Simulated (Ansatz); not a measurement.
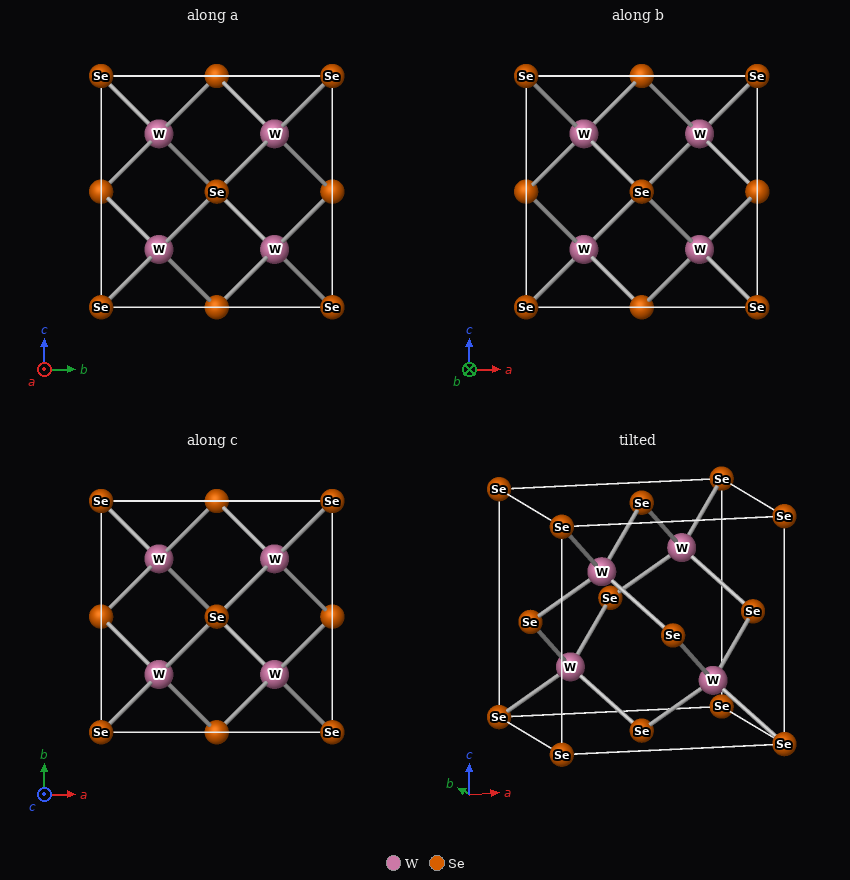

Drawn in the ball-and-stick manner and seen along the a axis, along the b axis, along the c axis and slightly off an axis. The edges of the conventional unit cell are marked.

Lattice parameters: a = 5.6773 Å, b = 5.6773 Å, c = 5.6773 Å, α = 90.000°, β = 90.000°, γ = 90.000°.

Q: Record the structure as a CIF in P1 with every atom of the cell.

A:
```cif
data_structure
_symmetry_space_group_name_H-M 'P 1'
_symmetry_Int_Tables_number 1
_cell_length_a 5.6773
_cell_length_b 5.6773
_cell_length_c 5.6773
_cell_angle_alpha 90.000
_cell_angle_beta 90.000
_cell_angle_gamma 90.000
_cell_volume 182.98
loop_
_atom_site_label
_atom_site_type_symbol
_atom_site_fract_x
_atom_site_fract_y
_atom_site_fract_z
_atom_site_occupancy
W1 W 0.2500 0.2500 0.7500 1
Se1 Se 0.0000 0.0000 0.0000 1
W2 W 0.2500 0.7500 0.2500 1
Se2 Se 0.0000 0.5000 0.5000 1
W3 W 0.7500 0.2500 0.2500 1
Se3 Se 0.5000 0.0000 0.5000 1
W4 W 0.7500 0.7500 0.7500 1
Se4 Se 0.5000 0.5000 0.0000 1
```

The structure was taken from a structure type filled with these elements by a generator (whether the compound takes this form wasn't checked). What is shown is the relaxed result from Ansatz, DFT PBE, scalar-relativistic, plane waves, PAW.
